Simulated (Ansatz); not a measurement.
Consider Ti9O (slab).

The calculation's input:

```
crystal:
  lattice:
    - [4.5793473384, 0.0, 0.0]
    - [-2.2896736692, 4.8731803162, 0.0]
    - [0.0, 0.0, 20.8008028743]
  atoms:
    - { symbol: Ti, position: [0.5259511638, 0.0519023277, 0.1923002696] }
    - { symbol: Ti, position: [0.8311413966, 0.6622827932, 0.2107665516] }
    - { symbol: Ti, position: [0.1363316294, 0.2726632588, 0.2292328336] }
    - { symbol: Ti, position: [0.3570925604, 0.7141851209, 0.3030979614] }
    - { symbol: Ti, position: [0.6640848036, 0.3281368293, 0.3193552712] }
    - { symbol: Ti, position: [0.9697449199, 0.9393324566, 0.3378269323] }
    - { symbol: Ti, position: [0.1905287717, 0.3816414157, 0.4115069868] }
    - { symbol: Ti, position: [0.5011079537, 0.0025593275, 0.4254608481] }
    - { symbol: Ti, position: [0.8026484483, 0.6055378328, 0.447136725] }
    - { symbol: O, position: [1.5526484483, 1.1055378328, 0.5077113099] }
basis:
  ecutwfc: 420
kpoints:
  mp_grid: { grid: [7, 6, 1] }
hamiltonian:
  xc: pbe
  pseudopotentials: { kind: paw, azcp: { folder: soft_1 } }
scf:
  occupations: { method: gaussian, width: 0.1 }
output:
  forces: true
  eigenvalues: true
  write_density: true
  write_potential: true
  elf: true
  volumetric_format: npy
relax:
  adjacent_minimum: "off"
  f_tol: 0.025
  max_steps: 16
  constraints: [{ sites: [0, 1, 2, 3, 4, 5, 6, 7, 8] }, { sites: [9], fix: xy }]
efield:
  axis: 3
  dipole_correction: true
  ramp_width: 0.04
```

Launched as:

```sh
ansatz run input.yaml --threads 4 --pin off --max-ram 12288MiB --backend cpu --events-out ev --progress --plain --runs-dir out
```

The fields are those of the run's last geometry, not of the input's.

A point of a scan over the structure, not its minimum; not relaxed (largest force 1.4 eV/Å); computed without spin polarisation; PAW files of the earlier set (soft_1).

All numbers below come from Ansatz, DFT PBE, scalar-relativistic, plane waves, PAW.

What will maps of the valence pseudo-density and electron localisation function show?

Ti–O (1.71 Å): ρ is about 1.4 e/Å³ halfway; the ELF peaks at about 0.80 in the valence shell of O, 0.5 Å from its nucleus, and is about 0.30 at the midpoint.

Metal or insulator at this level of theory?

It is metallic or semimetallic at this level of theory: no gap opens.

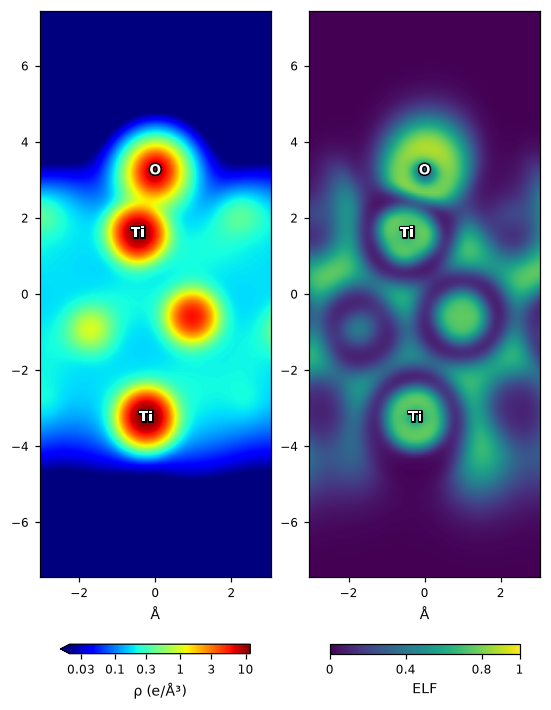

Computed valence pseudo-density and electron localisation function on the (100) plane of the calculation cell, a cut from vacuum to vacuum, in this order. Atoms just off the plane (Ti, 0.5 Å away) can leave unmarked features too.

The density is the valence pseudo-density of a PAW calculation; it isn't the true density close to the nuclei.
